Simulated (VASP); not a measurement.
**Band-structure run, with input and output: SnSe (part 3 of 4)**

SnSe (8 atoms in the cell); Kohn-Sham DFT of a periodic cell, PBE, spin-orbit coupling, VASP PAW PBE potentials, recommended, no spin polarisation (VASP 6.6.1); cutoff 520 eV, 2×6×6 k-mesh, Gaussian smearing of 0.03 eV. The structure derives from an entry of the Crystallography Open Database.

Geometry of the input (Å; fractional positions):
```
11.4865  0.0000  0.0000
0.0000  4.1722  0.0000
0.0000  -0.0000  4.3797
Sn 0.1176  0.2500  0.0932
Sn 0.3824  0.7500  0.5932
Sn 0.6176  0.2500  0.4068
Sn 0.8824  0.7500  0.9068
Se 0.3570  0.2500  0.0220
Se 0.1430  0.7500  0.5220
Se 0.8570  0.2500  0.4780
Se 0.6430  0.7500  0.9780
```

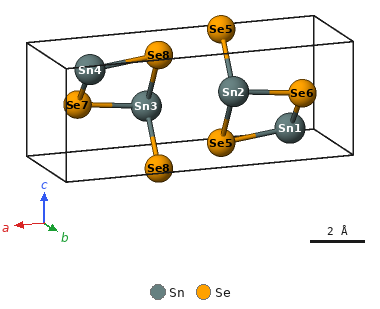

Fig. 1: The structure as given in the input (ball-and-stick view of the cell of the calculation, seen at an oblique angle; atoms are numbered from 1 in the order of the input). An atom can appear more than once, as a periodic image.

### Parts of OUTCAR, continued
```
     71       3.6038      1.00000
     72       3.6038      1.00000
     73       3.9632      1.00000
     74       3.9632      1.00000
     75       4.0021      1.00000
     76       4.0021      1.00000
     77       5.0930      1.00000
     78       5.0930      1.00000
     79       5.1248      1.00000
     80       5.1248      1.00000
     81       7.8748      0.00000
     82       7.8748      0.00000
     83       7.8960      0.00000
     84       7.8960      0.00000
     85       8.4079      0.00000
     86       8.4079      0.00000
     87       8.4175      0.00000
     88       8.4175      0.00000
     89       8.9065      0.00000
     90       8.9066      0.00000
     91       8.9184      0.00000
     92       8.9184      0.00000

 k-point     5 :       0.0000    0.3333    0.0000
  band No.  band energies     occupation
      1     -16.3228      1.00000
      2     -16.3228      1.00000
      3     -16.3209      1.00000
      4     -16.3209      1.00000
      5     -16.3201      1.00000
      6     -16.3201      1.00000
      7     -16.3176      1.00000
      8     -16.3176      1.00000
      9     -16.2952      1.00000
     10     -16.2952      1.00000
     11     -16.2930      1.00000
     12     -16.2930      1.00000
     13     -16.2880      1.00000
     14     -16.2880      1.00000
     15     -16.2871      1.00000
     16     -16.2871      1.00000
     17     -15.2953      1.00000
     18     -15.2953      1.00000
     19     -15.2918      1.00000
     20     -15.2918      1.00000
     21     -15.2904      1.00000
     22     -15.2904      1.00000
     23     -15.2884      1.00000
     24     -15.2884      1.00000
     25     -15.2813      1.00000
     26     -15.2813      1.00000
     27     -15.2757      1.00000
     28     -15.2757      1.00000
     29     -15.2712      1.00000
     30     -15.2712      1.00000
     31     -15.2671      1.00000
     32     -15.2671      1.00000
     33     -15.2509      1.00000
     34     -15.2509      1.00000
     35     -15.2455      1.00000
     36     -15.2455      1.00000
     37     -15.2411      1.00000
     38     -15.2411      1.00000
     39     -15.2399      1.00000
     40     -15.2399      1.00000
     41      -7.6274      1.00000
     42      -7.6274      1.00000
     43      -7.3713      1.00000
     44      -7.3713      1.00000
     45      -6.9784      1.00000
     46      -6.9784      1.00000
     47      -6.7522      1.00000
     48      -6.7522      1.00000
     49      -2.1756      1.00000
     50      -2.1756      1.00000
     51      -1.4530      1.00000
     52      -1.4530      1.00000
     53      -1.3547      1.00000
     54      -1.3547      1.00000
     55      -0.8446      1.00000
     56      -0.8446      1.00000
     57       1.2171      1.00000
     58       1.2171      1.00000
     59       2.6023      1.00000
     60       2.6023      1.00000
     61       2.8323      1.00000
     62       2.8323      1.00000
     63       3.0995      1.00000
     64       3.0995      1.00000
     65       3.1333      1.00000
     66       3.1333      1.00000
     67       3.3809      1.00000
     68       3.3809      1.00000
     69       3.8980      1.00000
     70       3.8980      1.00000
     71       4.0492      1.00000
     72       4.0492      1.00000
     73       4.4389      1.00000
     74       4.4389      1.00000
     75       4.7882      1.00000
     76       4.7882      1.00000
     77       4.8826      1.00000
     78       4.8826      1.00000
     79       5.5537      1.00000
     80       5.5537      1.00000
     81       6.1066      0.00000
     82       6.1066      0.00000
     83       6.9124      0.00000
     84       6.9124      0.00000
     85       7.3030      0.00000
     86       7.3030      0.00000
     87       7.4275      0.00000
     88       7.4275      0.00000
     89       7.7126      0.00000
     90       7.7126      0.00000
     91       8.1610      0.00000
     92       8.1610      0.00000

 [... the levels of 18 k-points are left out ...]

 k-point    24 :       0.5000    0.5000    0.3333
  band No.  band energies     occupation
      1     -16.3232      1.00000
      2     -16.3232      1.00000
      3     -16.3215      1.00000
      4     -16.3215      1.00000
      5     -16.3202      1.00000
      6     -16.3202      1.00000
      7     -16.3192      1.00000
      8     -16.3192      1.00000
      9     -16.2928      1.00000
     10     -16.2928      1.00000
     11     -16.2911      1.00000
     12     -16.2911      1.00000
     13     -16.2893      1.00000
     14     -16.2893      1.00000
     15     -16.2880      1.00000
     16     -16.2880      1.00000
     17     -15.2953      1.00000
     18     -15.2953      1.00000
     19     -15.2951      1.00000
     20     -15.2951      1.00000
     21     -15.2947      1.00000
     22     -15.2947      1.00000
     23     -15.2922      1.00000
     24     -15.2922      1.00000
     25     -15.2771      1.00000
     26     -15.2771      1.00000
     27     -15.2742      1.00000
     28     -15.2742      1.00000
     29     -15.2716      1.00000
     30     -15.2716      1.00000
     31     -15.2705      1.00000
     32     -15.2705      1.00000
     33     -15.2435      1.00000
     34     -15.2435      1.00000
     35     -15.2430      1.00000
     36     -15.2430      1.00000
     37     -15.2418      1.00000
     38     -15.2418      1.00000
     39     -15.2408      1.00000
     40     -15.2408      1.00000
     41      -6.8938      1.00000
     42      -6.8938      1.00000
     43      -6.8929      1.00000
     44      -6.8929      1.00000
     45      -6.8896      1.00000
     46      -6.8896      1.00000
     47      -6.8895      1.00000
     48      -6.8895      1.00000
     49      -1.3116      1.00000
     50      -1.3116      1.00000
     51      -1.3078      1.00000
     52      -1.3078      1.00000
     53      -1.2939      1.00000
     54      -1.2939      1.00000
     55      -1.2928      1.00000
     56      -1.2928      1.00000
     57       1.2284      1.00000
     58       1.2284      1.00000
     59       1.2556      1.00000
     60       1.2556      1.00000
     61       1.2664      1.00000
     62       1.2664      1.00000
     63       1.2847      1.00000
     64       1.2847      1.00000
     65       2.3003      1.00000
     66       2.3003      1.00000
     67       2.3571      1.00000
     68       2.3571      1.00000
     69       2.3902      1.00000
     70       2.3902      1.00000
     71       2.4370      1.00000
     72       2.4370      1.00000
     73       3.9761      1.00000
     74       3.9761      1.00000
     75       3.9817      1.00000
     76       3.9817      1.00000
     77       4.0439      1.00000
     78       4.0439      1.00000
     79       4.0588      1.00000
     80       4.0588      1.00000
     81       8.1115      0.00000
     82       8.1115      0.00000
     83       8.1480      0.00000
     84       8.1480      0.00000
     85       8.2089      0.00000
     86       8.2089      0.00000
     87       8.2416      0.00000
     88       8.2416      0.00000
     89       9.6052      0.00000
     90       9.6052      0.00000
     91       9.6294      0.00000
     92       9.6294      0.00000

 [... further k-points ...]

 [bands above 92 left out]

------------------------ aborting loop because EDIFF is reached ----------------------------------------

  FORCE on cell =-STRESS in cart. coord.  units (eV):
  Direction    XX          YY          ZZ          XY          YZ          ZX
  --------------------------------------------------------------------------------------
  -------------------------------------------------------------------------------------
  Total        3.2371194      2.9818636      2.9455709      0.0000000     -0.0000000      0.0000000
  in kB       24.7100220     22.7615690     22.4845346      0.0000000     -0.0000000      0.0000000
  external PRESSURE =      23.3187085 kB  Pullay stress =       0.0000000 kB

 VOLUME and BASIS-vectors are now :
 -----------------------------------------------------------------------------
  energy-cutoff  :      520.00
  volume of cell :      209.89
      direct lattice vectors                 reciprocal lattice vectors
    11.486494809  0.000000000  0.000000000     0.087058760  0.000000000  0.000000000
     0.000000000  4.172213673  0.000000000     0.000000000  0.239680917  0.000000000
     0.000000000  0.000000000  4.379677213     0.000000000  0.000000000  0.228327329

 POSITION                                       TOTAL-FORCE (eV/Angst)
 -----------------------------------------------------------------------------------
      1.35116      1.04305      0.40803         0.023521     -0.000000      0.013915
      4.39209      3.12916      2.59787        -0.023521     -0.000000      0.013915
      7.09441      1.04305      1.78180         0.023521      0.000000     -0.013915
     10.13534      3.12916      3.97164        -0.023521      0.000000     -0.013915
      4.10098      1.04305      0.09643        -0.003574      0.000000     -0.018373
      1.64227      3.12916      2.28627         0.003574      0.000000     -0.018373
      9.84423      1.04305      2.09341        -0.003574      0.000000      0.018373
      7.38551      3.12916      4.28325         0.003574      0.000000      0.018373
 -----------------------------------------------------------------------------------
    total drift:                                0.000000      0.000000      0.000000

  FREE ENERGIE OF THE ION-ELECTRON SYSTEM (eV)
  ---------------------------------------------------
  free  energy   TOTEN  =       -33.0004568531 eV

  energy  without entropy=      -33.0004568531  energy(sigma->0) =      -33.00045685

 Spin-Orbit-Coupling matrix elements

 Ion:    1  E_soc:     -0.0878446
 l=   1
     0.0000000    -0.0083430    -0.0085373
    -0.0083430     0.0000000    -0.0087028
    -0.0085373    -0.0087028     0.0000000
 l=   2
     0.0000000    -0.0012217     0.0000000    -0.0012229    -0.0048854
    -0.0012217     0.0000000    -0.0036631    -0.0012246    -0.0012339
     0.0000000    -0.0036631     0.0000000    -0.0036660     0.0000000
    -0.0012229    -0.0012246    -0.0036660     0.0000000    -0.0012216
    -0.0048854    -0.0012339     0.0000000    -0.0012216     0.0000000
 l=   3
     0.0000000     0.0000000     0.0000000     0.0000000     0.0000000     0.0000000     0.0000000
     0.0000000     0.0000000     0.0000000     0.0000000     0.0000000     0.0000000     0.0000000
     0.0000000     0.0000000     0.0000000     0.0000000     0.0000000     0.0000000     0.0000000
     0.0000000     0.0000000     0.0000000     0.0000000     0.0000000     0.0000000     0.0000000
     0.0000000     0.0000000     0.0000000     0.0000000     0.0000000     0.0000000     0.0000000
     0.0000000     0.0000000     0.0000000     0.0000000     0.0000000     0.0000000     0.0000000
     0.0000000     0.0000000     0.0000000     0.0000000     0.0000000     0.0000000     0.0000000

 Ion:    2  E_soc:     -0.0878446
 l=   1
     0.0000000    -0.0083430    -0.0085373
    -0.0083430     0.0000000    -0.0087028
    -0.0085373    -0.0087028     0.0000000
 l=   2
     0.0000000    -0.0012217     0.0000000    -0.0012229    -0.0048854
    -0.0012217     0.0000000    -0.0036631    -0.0012246    -0.0012339
     0.0000000    -0.0036631     0.0000000    -0.0036660     0.0000000
    -0.0012229    -0.0012246    -0.0036660     0.0000000    -0.0012216
    -0.0048854    -0.0012339     0.0000000    -0.0012216     0.0000000
 l=   3
     0.0000000     0.0000000     0.0000000     0.0000000     0.0000000     0.0000000     0.0000000
     0.0000000     0.0000000     0.0000000     0.0000000     0.0000000     0.0000000     0.0000000
     0.0000000     0.0000000     0.0000000     0.0000000     0.0000000     0.0000000     0.0000000
     0.0000000     0.0000000     0.0000000     0.0000000     0.0000000     0.0000000     0.0000000
     0.0000000     0.0000000     0.0000000     0.0000000     0.0000000     0.0000000     0.0000000
     0.0000000     0.0000000     0.0000000     0.0000000     0.0000000     0.0000000     0.0000000
     0.0000000     0.0000000     0.0000000     0.0000000     0.0000000     0.0000000     0.0000000

 Ion:    3  E_soc:     -0.0878446
 l=   1
     0.0000000    -0.0083430    -0.0085373
    -0.0083430     0.0000000    -0.0087028
    -0.0085373    -0.0087028     0.0000000
 l=   2
     0.0000000    -0.0012217     0.0000000    -0.0012229    -0.0048854
    -0.0012217     0.0000000    -0.0036631    -0.0012246    -0.0012339
     0.0000000    -0.0036631     0.0000000    -0.0036660     0.0000000
    -0.0012229    -0.0012246    -0.0036660     0.0000000    -0.0012216
    -0.0048854    -0.0012339     0.0000000    -0.0012216     0.0000000
 l=   3
     0.0000000     0.0000000     0.0000000     0.0000000     0.0000000     0.0000000     0.0000000
     0.0000000     0.0000000     0.0000000     0.0000000     0.0000000     0.0000000     0.0000000
     0.0000000     0.0000000     0.0000000     0.0000000     0.0000000     0.0000000     0.0000000
     0.0000000     0.0000000     0.0000000     0.0000000     0.0000000     0.0000000     0.0000000
     0.0000000     0.0000000     0.0000000     0.0000000     0.0000000     0.0000000     0.0000000
     0.0000000     0.0000000     0.0000000     0.0000000     0.0000000     0.0000000     0.0000000
     0.0000000     0.0000000     0.0000000     0.0000000     0.0000000     0.0000000     0.0000000

 Ion:    4  E_soc:     -0.0878446
 l=   1
     0.0000000    -0.0083430    -0.0085373
    -0.0083430     0.0000000    -0.0087028
    -0.0085373    -0.0087028     0.0000000
 l=   2
     0.0000000    -0.0012217     0.0000000    -0.0012229    -0.0048854
    -0.0012217     0.0000000    -0.0036631    -0.0012246    -0.0012339
     0.0000000    -0.0036631     0.0000000    -0.0036660     0.0000000
    -0.0012229    -0.0012246    -0.0036660     0.0000000    -0.0012216
    -0.0048854    -0.0012339     0.0000000    -0.0012216     0.0000000
 l=   3
     0.0000000     0.0000000     0.0000000     0.0000000     0.0000000     0.0000000     0.0000000
     0.0000000     0.0000000     0.0000000     0.0000000     0.0000000     0.0000000     0.0000000
     0.0000000     0.0000000     0.0000000     0.0000000     0.0000000     0.0000000     0.0000000
     0.0000000     0.0000000     0.0000000     0.0000000     0.0000000     0.0000000     0.0000000
     0.0000000     0.0000000     0.0000000     0.0000000     0.0000000     0.0000000     0.0000000
     0.0000000     0.0000000     0.0000000     0.0000000     0.0000000     0.0000000     0.0000000
     0.0000000     0.0000000     0.0000000     0.0000000     0.0000000     0.0000000     0.0000000

 Ion:    5  E_soc:     -0.0419912
 l=   1
     0.0000000    -0.0071439    -0.0069202
    -0.0071439     0.0000000    -0.0069443
    -0.0069202    -0.0069443     0.0000000
 l=   2
     0.0000000     0.0000011     0.0000000    -0.0000012     0.0000028
     0.0000011     0.0000000     0.0000043     0.0000014     0.0000012
     0.0000000     0.0000043     0.0000000     0.0000005     0.0000000
    -0.0000012     0.0000014     0.0000005     0.0000000     0.0000027
     0.0000028     0.0000012     0.0000000     0.0000027     0.0000000
 l=   3
     0.0000000     0.0000000     0.0000000     0.0000000     0.0000000     0.0000000     0.0000000
     0.0000000     0.0000000     0.0000000     0.0000000     0.0000000     0.0000000     0.0000000
     0.0000000     0.0000000     0.0000000     0.0000000     0.0000000     0.0000000     0.0000000
     0.0000000     0.0000000     0.0000000     0.0000000     0.0000000     0.0000000     0.0000000
     0.0000000     0.0000000     0.0000000     0.0000000     0.0000000     0.0000000     0.0000000
     0.0000000     0.0000000     0.0000000     0.0000000     0.0000000     0.0000000     0.0000000
     0.0000000     0.0000000     0.0000000     0.0000000     0.0000000     0.0000000     0.0000000

 Ion:    6  E_soc:     -0.0419912
 l=   1
     0.0000000    -0.0071439    -0.0069202
    -0.0071439     0.0000000    -0.0069443
    -0.0069202    -0.0069443     0.0000000
 l=   2
     0.0000000     0.0000011     0.0000000    -0.0000012     0.0000028
     0.0000011     0.0000000     0.0000043     0.0000014     0.0000012
     0.0000000     0.0000043     0.0000000     0.0000005     0.0000000
    -0.0000012     0.0000014     0.0000005     0.0000000     0.0000027
     0.0000028     0.0000012     0.0000000     0.0000027     0.0000000
 l=   3
     0.0000000     0.0000000     0.0000000     0.0000000     0.0000000     0.0000000     0.0000000
     0.0000000     0.0000000     0.0000000     0.0000000     0.0000000     0.0000000     0.0000000
     0.0000000     0.0000000     0.0000000     0.0000000     0.0000000     0.0000000     0.0000000
     0.0000000     0.0000000     0.0000000     0.0000000     0.0000000     0.0000000     0.0000000
     0.0000000     0.0000000     0.0000000     0.0000000     0.0000000     0.0000000     0.0000000
     0.0000000     0.0000000     0.0000000     0.0000000     0.0000000     0.0000000     0.0000000
     0.0000000     0.0000000     0.0000000     0.0000000     0.0000000     0.0000000     0.0000000

 Ion:    7  E_soc:     -0.0419912
 l=   1
     0.0000000    -0.0071439    -0.0069202
    -0.0071439     0.0000000    -0.0069443
    -0.0069202    -0.0069443     0.0000000
 l=   2
     0.0000000     0.0000011     0.0000000    -0.0000012     0.0000028
     0.0000011     0.0000000     0.0000043     0.0000014     0.0000012
     0.0000000     0.0000043     0.0000000     0.0000005     0.0000000
    -0.0000012     0.0000014     0.0000005     0.0000000     0.0000027
     0.0000028     0.0000012     0.0000000     0.0000027     0.0000000
 l=   3
     0.0000000     0.0000000     0.0000000     0.0000000     0.0000000     0.0000000     0.0000000
     0.0000000     0.0000000     0.0000000     0.0000000     0.0000000     0.0000000     0.0000000
     0.0000000     0.0000000     0.0000000     0.0000000     0.0000000     0.0000000     0.0000000
     0.0000000     0.0000000     0.0000000     0.0000000     0.0000000     0.0000000     0.0000000
     0.0000000     0.0000000     0.0000000     0.0000000     0.0000000     0.0000000     0.0000000
     0.0000000     0.0000000     0.0000000     0.0000000     0.0000000     0.0000000     0.0000000
     0.0000000     0.0000000     0.0000000     0.0000000     0.0000000     0.0000000     0.0000000
```
